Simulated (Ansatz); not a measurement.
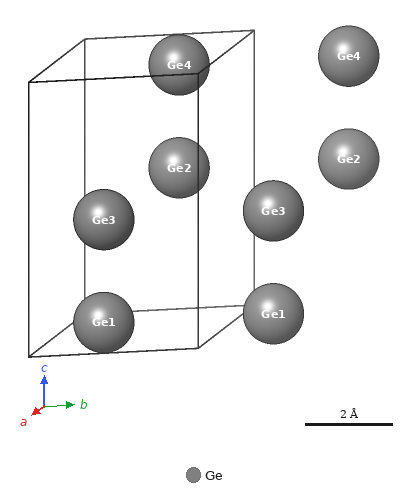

The structure as given in the input (spheres-only view of the cell of the calculation, repeated 1 × 2 × 1, seen slightly off an axis; atoms are numbered from 1 in the order of the input).

Geometry relaxation of Ge

The run: geometry relaxation of Ge (P6₃/mmc, 4 atoms in the cell). Method and program: DFT PBEsol, scalar-relativistic, plane waves, PAW, no spin polarisation (Ansatz 0.2.0).

The structure derives from a Materials Project entry. It belongs to a series of runs on one base structure; here: structure listed in a database for this formula (P6_3/mmc, No. 194). Figures and captions count atoms from 1; the log counts them from 0 in places.

**The program's output**
```
Engine: ansatz 0.2.0, x86_64-unknown-linux-gnu
Pseudopotentials: kind: paw
Pseudopotential: Ge, paw, valence charge 14, recommended cutoff 420 eV (normal), Ge.paw.azcp
Functional definition: PBEsol
  exchange = pbesol_x
  correlation = pbesol_c
Crystal: 4 atoms, lattice volume = 91.280 Å³
Basis set: ecut = 420 eV, 1787 PW (Γ), exchange–correlation on 54×54×90 points (8 copies of the dense FFT grid, shifted against one another)
Bands: 34, of which v1, the nominal top of the filled ones, is band 28 counted from 1 (27 counted from 0)
Symmetry: 24 space group operations
Space group: P63/mmc (ITA 194), of the structure as read, at distance tolerance 4.5e-5 Å
k-points: 135 of 1800
Non-local potential: Ge, projectors of the file, l = 0: 2, l = 1: 2, l = 2: 3, l = 3: 1
PAW form: soft (Blöchl's): semilocal exchange-correlation on the pseudo side does not see the compensation charge
PAW frozen core: Ge, regenerated for the run's functional, and the local potential with it (the file was generated under x = pbe(κ = 0.804, μ = 0.2195149727645171), c = pbe(β = 0.06672455060314922))
PAW one-centre angular grid: Ge, 590 points (default); XC on 64 Gauss nodes
Initial density: superposition of atomic densities (neutral atoms: chi_scale 0, normalization atom), corrected by the library's trained network
Initial wavefunctions: pseudopotential atomic-orbital guess
Functional: x = pbesol(κ = 0.804, μ = 0.12345679012345678), c = pbesol(β = 0.046)
SCF iter   1: F=—  HF=-17013.927480 eV  |F-HF|=—  |Δ(HF+E_count)|=         —  Δρ=2.25e-3  dr2=5.43e-3  ethr=1.77e-3  ⟨swp⟩=5.6  Hψ=17407  notcnv=0  defer=1
preconditioner: auto → Kerker (q_TF=auto, 2.515 Å⁻¹)  [metal: Δε(μ)=0.077 eV  Ē_g=22.482 eV  σ=0.100 eV  W_gap=0.38  n_scr=22 (ndim 8)  ℏωp=29.1 eV  f_vac=0.072  D(μ)=0.10/eV (n_scr^D=0)]
SCF iter   2: F=—  HF=-17013.924192 eV  |F-HF|=—  |Δ(HF+E_count)|=   3.29e-3  Δρ=1.62e-3  dr2=2.98e-3  ethr=9.69e-6  ⟨swp⟩=1.7  Hψ=8058  notcnv=0  defer=1
SCF iter   3: F=—  HF=-17013.924288 eV  |F-HF|=—  |Δ(HF+E_count)|=   9.61e-5  Δρ=9.88e-4  dr2=4.02e-4  ethr=5.32e-6  ⟨swp⟩=2.0  Hψ=8193  notcnv=0  defer=1
SCF iter   4: F=—  HF=-17013.923814 eV  |F-HF|=—  |Δ(HF+E_count)|=   4.75e-4  Δρ=2.68e-4  dr2=1.37e-4  ethr=7.17e-7  ⟨swp⟩=2.0  Hψ=8193  notcnv=0  defer=1
SCF iter   5: F=—  HF=-17013.923838 eV  |F-HF|=—  |Δ(HF+E_count)|=   2.48e-5  Δρ=1.75e-4  dr2=3.18e-5  ethr=2.45e-7  ⟨swp⟩=2.0  Hψ=8193  notcnv=0  defer=1
SCF iter   6: F=—  HF=-17013.923788 eV  |F-HF|=—  |Δ(HF+E_count)|=   5.08e-5  Δρ=4.39e-5  dr2=2.38e-6  ethr=5.68e-8  ⟨swp⟩=2.0  Hψ=5492  notcnv=0  defer=1
SCF iter   7: F=—  HF=-17013.923790 eV  |F-HF|=—  |Δ(HF+E_count)|=   2.12e-6  Δρ=1.67e-5  dr2=2.17e-7  ethr=4.25e-9  ⟨swp⟩=2.0  Hψ=8195  notcnv=0  defer=1
SCF iter   8: F=-17013.923790 eV  HF=-17013.923790 eV  |F-HF|=2.13e-8  |Δ(HF+E_count)|=   1.89e-8  Δρ=4.94e-6  dr2=1.58e-8  ethr=1.79e-10  ⟨swp⟩=7.0  Hψ=17048  notcnv=0
SCF 1 converged in 8 iterations: F = -17013.923790 eV  dr2 = 1.58e-8
  greatest PAW one-centre occupation: 0.998 electrons in one spin orbital (limit 2), on the Ge atom at site 3 (counted from 0), in its partial waves of l = 2
relax step   1: F+E_penalty+E_count = -17013.92378963 eV  Δ(F+E_penalty+E_count) = +0.000e0 eV  max|allowed force component| = 3.535e-3 eV/Å  Δτ_max = 0.0000 Å  P = -0.024 GPa  Ω = 91.280 Å³  (8 SCF iters, dr2 threshold 1.00e-7 eV, accepted)
Crystal: 4 atoms, lattice volume = 91.251 Å³
Basis set: ecut = 420 eV, 1763 PW (Γ), exchange–correlation on 54×54×90 points (8 copies of the dense FFT grid, shifted against one another)
Initial density: handed on by an earlier stage of this run
Initial wavefunctions: those handed on with the density
iter 1 solved again at ethr=1.43e-8 eV; its pass at ethr=3.10e-3 eV (dr2=8.04e-6 eV) is discarded
SCF iter   1: F=—  HF=-17013.923876 eV  |F-HF|=—  |Δ(HF+E_count)|=         —  Δρ=1.15e-4  dr2=1.08e-5  ethr=1.43e-8  ⟨swp⟩=3.4  Hψ=24299  notcnv=0
preconditioner: auto → Kerker (q_TF=auto, 2.515 Å⁻¹)  [metal: Δε(μ)=0.046 eV  Ē_g=22.535 eV  σ=0.100 eV  W_gap=0.25  n_scr=22 (ndim 8)  ℏωp=29.1 eV  f_vac=0.064  D(μ)=0.10/eV (n_scr^D=0)]
SCF iter   2: F=—  HF=-17013.923808 eV  |F-HF|=—  |Δ(HF+E_count)|=   6.73e-5  Δρ=7.04e-5  dr2=5.10e-6  ethr=1.43e-8  ⟨swp⟩=1.0  Hψ=4590  notcnv=0
SCF iter   3: F=—  HF=-17013.923806 eV  |F-HF|=—  |Δ(HF+E_count)|=   1.93e-6  Δρ=1.20e-5  dr2=1.33e-7  ethr=9.10e-9  ⟨swp⟩=2.0  Hψ=5656  notcnv=0
SCF iter   4: F=—  HF=-17013.923806 eV  |F-HF|=—  |Δ(HF+E_count)|=   1.69e-9  Δρ=6.40e-6  dr2=4.68e-8  ethr=2.37e-10  ⟨swp⟩=2.0  Hψ=7542  notcnv=0
SCF iter   5: F=-17013.923806 eV  HF=-17013.923806 eV  |F-HF|=2.04e-9  |Δ(HF+E_count)|=   7.19e-9  Δρ=2.36e-6  dr2=7.51e-9  ethr=1.71e-11  ⟨swp⟩=2.8  Hψ=17289  notcnv=0
SCF 2 converged in 5 iterations: F = -17013.923806 eV  dr2 = 7.51e-9
relax step   2: F+E_penalty+E_count = -17013.92380634 eV  Δ(F+E_penalty+E_count) = -1.670e-5 eV  max|allowed force component| = 6.833e-3 eV/Å  Δτ_max = 0.0012 Å  P = -0.006 GPa  Ω = 91.251 Å³  energy of the carried Pulay correction = +3.891e-6 eV  (5 SCF iters, dr2 threshold 9.58e-9 eV, accepted)
Initial wavefunctions: pseudopotential atomic-orbital guess (no wavefunctions were taken with the density)
iter 1 solved again at ethr=2.73e-7 eV; its pass at ethr=3.10e-3 eV (dr2=1.53e-4 eV) is discarded
SCF iter   1: F=—  HF=-17013.923871 eV  |F-HF|=—  |Δ(HF+E_count)|=         —  Δρ=2.77e-6  dr2=8.13e-9  ethr=2.73e-7  ⟨swp⟩=2.0  Hψ=26869  notcnv=0
eigensolver tolerance schedule: the retry pair's looser diagonalisation over-reported the residual by 18792.47 of it (diagonalisation noise at an unbounded share of the residual, at the tolerance the schedule requests for it); recorded, not acted on — ethr = c·dr2/N_el stays at c = 1.0e-1
SCF iter   2: F=—  HF=-17013.923806 eV  |F-HF|=—  |Δ(HF+E_count)|=   6.49e-5  Δρ=1.80e-6  dr2=4.72e-9  ethr=1.45e-11  ⟨swp⟩=3.5  Hψ=11883  notcnv=0
SCF iter   3: F=—  HF=-17013.923806 eV  |F-HF|=—  |Δ(HF+E_count)|=  6.29e-10  Δρ=1.17e-6  dr2=2.41e-9  ethr=8.43e-12  ⟨swp⟩=2.1  Hψ=8319  notcnv=0
SCF iter   4: F=—  HF=-17013.923806 eV  |F-HF|=—  |Δ(HF+E_count)|=  9.86e-10  Δρ=5.64e-7  dr2=2.00e-10  ethr=4.31e-12  ⟨swp⟩=2.0  Hψ=5671  notcnv=0
SCF iter   5: F=-17013.923806 eV  HF=-17013.923806 eV  |F-HF|=1.09e-11  |Δ(HF+E_count)|=  7.28e-11  Δρ=1.99e-7  dr2=1.91e-11  ethr=1.00e-12  ⟨swp⟩=2.2  Hψ=17421  notcnv=0
SCF 3 converged in 5 iterations: F = -17013.923806 eV  dr2 = 1.91e-11
relax step   3: F+E_penalty+E_count = -17013.92380563 eV  Δ(F+E_penalty+E_count) = +7.105e-7 eV  max|allowed force component| = 6.833e-3 eV/Å  Δτ_max = 0.0000 Å  P = -0.006 GPa  Ω = 91.251 Å³  stress off target by 4.34e-2 GPa  SCF on the basis re-selected at this cell (its energy is not comparable with the rows above)  (5 SCF iters)
```

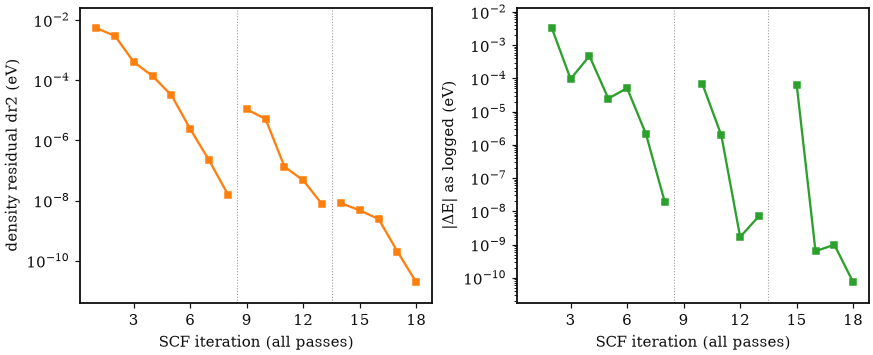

Convergence of the self-consistent field: density residual dr2 and size of the energy change against the SCF iteration. The dotted lines part the SCF passes of the relaxation: geometry steps, rejected trials and re-solves on a re-selected basis. The passes take 8, 5 and 5 iterations.

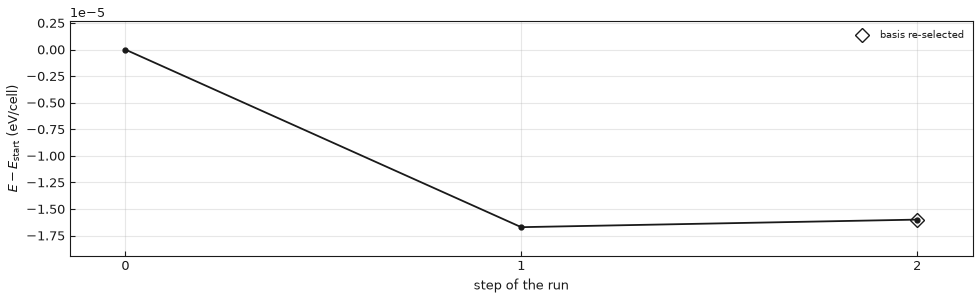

Progress of the relaxation, step by step (the first geometry is step 0 here and step 1 in the log). The atoms keep their places relative to the cell (all moves are under 0.005 Å). The space group stays P6_3/mmc (No. 194). The energy falls by next to nothing (0.0 meV per cell of the calculation) in 1 geometry step. The largest force component goes from 0.0035 to 0.0068 eV/Å. Pressure: −0.02 GPa at the start and −0.01 GPa at the end. A last SCF at the same geometry on a re-selected plane-wave basis shifts the energy by +0.0 meV per cell of the calculation. (Atoms are counted from 1 in the order of the input.)

```
basis re-selected at this cell: Δ(F+E_penalty+E_count) = +7.105e-7 eV, ΔP = +0.000 GPa vs the last step (what re-selecting the basis moved, of the pressure what is left beyond the Pulay correction that the steps carried, after the strain that the cell walked since its last selection, with what the two solves' SCF thresholds leave and, on support functions, any second-order correction that the steps lacked; it is no measure of the basis error at this ecutwfc). This SCF's stress stands 4.34e-2 GPa from its target on what of the cell is left free (relax.cell.stress_tol is 5.00e-2 GPa) and its largest allowed force component is 6.83e-3 eV/Å (relax.f_tol is 1.00e-2 eV/Å): within both
SCF converged after 5 iterations
Free energy (F): -17013.923806 eV
Harris-Foulkes:  -17013.923806 eV  (|F-HF|=1.09e-11)
Internal energy: -17013.923308 eV  (E = F + TS)
E sigma→0 (E₀):  -17013.923557 eV
Entropy (-TS):   -0.000498 eV (-0.124 meV/atom)
Fermi energy:    8.445173 eV
--- Per-component energies (eV) ---
  E_band       = -610.039424
  E_kinetic    = 446.086052
  E_local      = -9924.747991  (includes V_loc(G=0)·N_el)
  E_nonlocal   = 1680.742955
  E_hartree    = 4350.161723
  E_xc         = -299.777377
  E_vxc        = -258.814544  (∫ρ·V_xc dr)
  E_paw        = -7916.706935  (= ΣΔE_a)
  E_vpaw       = -1253.631108  (= ΣTr[D̂ρ^β])
  E_aug_tail   = 0.001398  (compensation charges beyond the density's cutoff)
  E_ewald      = -5353.354877
  E_core_change = 3.671745  (= ΣΔE_core)
  E_smearing   = -0.000498  (= −TS)
  E_closure    = 0.000000  (closes the sum)
  Σ components = -17013.923806   (vs F -17013.923806, Δ=0.00e0)
--- Forces (eV/Å), atoms counted from 1 ---
  atom   1  Ge     0.00000000    -0.00000000    -0.00683336
  atom   2  Ge    -0.00000000     0.00000000    -0.00683336
  atom   3  Ge    -0.00000000    -0.00000000     0.00683336
  atom   4  Ge    -0.00000000     0.00000000     0.00683336
  max |Σ_I F_I| component: 9.02e-17 eV/Å
--- Stress (GPa, compression-positive) ---
        0.013228       0.000000       0.000000
       -0.000000       0.013228       0.000000
        0.000000       0.000000      -0.043352
  P = ⅓ Tr σ = -0.0056 GPa (-0.056 kbar)
--- Band table (eV; the first three rows and the last of 135) ---
  k-point 0: bands = ["-16.4993", "-16.4993", "-16.4610", "-16.4610", "-16.4610", "-16.4481", "-16.4354", "-16.4354", "-16.3830", "-16.3830", "-16.2586", "-16.2586", "-16.2451", "-16.2296", "-16.2252", "-16.2252", "-16.2072", "-16.2072", "-16.1773", "-16.1773", "-4.4095", "-2.3611", "0.7497", "6.9103", "6.9103", "8.2278", "8.2546", "8.3478", "8.5150", "8.5150", "10.6292", "10.6292", "11.1174", "12.9217"]
  k-point 1: bands = ["-16.4982", "-16.4982", "-16.4636", "-16.4636", "-16.4603", "-16.4484", "-16.4325", "-16.4325", "-16.3851", "-16.3851", "-16.2570", "-16.2570", "-16.2447", "-16.2303", "-16.2265", "-16.2265", "-16.2057", "-16.2057", "-16.1783", "-16.1783", "-4.3623", "-2.5200", "1.0039", "6.9519", "6.9519", "7.0882", "8.3053", "8.4103", "8.4103", "9.3129", "10.7333", "10.7333", "11.1235", "12.8085"]
  k-point 2: bands = ["-16.4951", "-16.4951", "-16.4697", "-16.4697", "-16.4585", "-16.4493", "-16.4257", "-16.4257", "-16.3907", "-16.3907", "-16.2529", "-16.2529", "-16.2435", "-16.2325", "-16.2300", "-16.2300", "-16.2018", "-16.2018", "-16.1812", "-16.1812", "-4.2219", "-2.8845", "1.6527", "5.8708", "7.0750", "7.0750", "8.1539", "8.1539", "8.4561", "9.6644", "10.9962", "10.9962", "11.6169", "12.5169"]
  k-point 134: bands = ["-16.5148", "-16.5148", "-16.4919", "-16.4919", "-16.4260", "-16.4260", "-16.3612", "-16.3612", "-16.3372", "-16.3372", "-16.3204", "-16.3204", "-16.2850", "-16.2850", "-16.2541", "-16.2541", "-16.1806", "-16.1806", "-16.1549", "-16.1549", "-1.2975", "-1.2975", "0.2159", "0.2159", "4.0765", "4.0765", "6.3623", "6.3623", "9.5856", "9.5856", "12.4313", "12.4313", "14.1519", "14.1519"]
--- Relaxed structure (2 steps of the walk, 2 accepted, 1 SCFs on fresh bases) ---
  F+E_penalty+E_count = -17013.92380563 eV   max|allowed force component| = 6.833e-3 eV/Å   (the final SCF, on the basis selected at the relaxed cell)
  cell:  # Å, volume = 91.2515 Å³
    - [3.9960667529310316, 0.0, 0.0]
    - [-1.9980333764655158, 3.460695323256667, 0.0]
    - [0.0, 0.0, 6.598479630445644]
  atoms:
    - { symbol: Ge, position: [0.6666666666666666, 0.3333333333333333, 0.06295250771212581] }
    - { symbol: Ge, position: [0.3333333333333333, 0.6666666666666666, 0.5629525077121258] }
    - { symbol: Ge, position: [0.6666666666666666, 0.3333333333333333, 0.43704749228787415] }
    - { symbol: Ge, position: [0.3333333333333333, 0.6666666666666666, 0.9370474922878741] }
```

The run was set up as follows.

**Input file**
```yaml
crystal:
  lattice:
    - [3.9986408902, 0.0, 0.0]
    - [-1.9993204451, 3.4629245915, 0.0]
    - [0.0, 0.0, 6.592061079]
  atoms:
    - { symbol: Ge, position: [0.6666666667, 0.3333333333, 0.0627779751] }
    - { symbol: Ge, position: [0.3333333333, 0.6666666667, 0.5627779751] }
    - { symbol: Ge, position: [0.6666666667, 0.3333333333, 0.4372220249] }
    - { symbol: Ge, position: [0.3333333333, 0.6666666667, 0.9372220249] }
basis:
  ecutwfc: 420
kpoints:
  mp_grid: { grid: [15, 15, 8] }
hamiltonian:
  xc: pbesol
scf:
  occupations: { method: gaussian, width: 0.1 }
output:
  forces: true
  stress: true
  eigenvalues: true
relax:
  adjacent_minimum: "off"
  f_tol: 0.01
  max_steps: 80
  cell: { stress_tol: 0.05 }
```

**Summary**

- outcome: converged
- space group (tolerance 0.01 Å): P6₃/mmc (194)
- electrons treated: 56
- free energy: −17013.9238 eV
- Fermi energy: 8.445 eV
- gap on the k-point mesh: none (metallic)
- pressure: −0.01 GPa
- final volume: 91.25 Å³
- largest force (length of the vector) at the end: 0.007 eV/Å
- final cell: a = 3.996 Å, b = 3.996 Å, c = 6.598 Å, α = 90.00°, β = 90.00°, γ = 120.00°
- hardware: 1 thread of an x86-64 CPU, shared host
- wall time: 48 s
- peak memory: 0.59 GiB
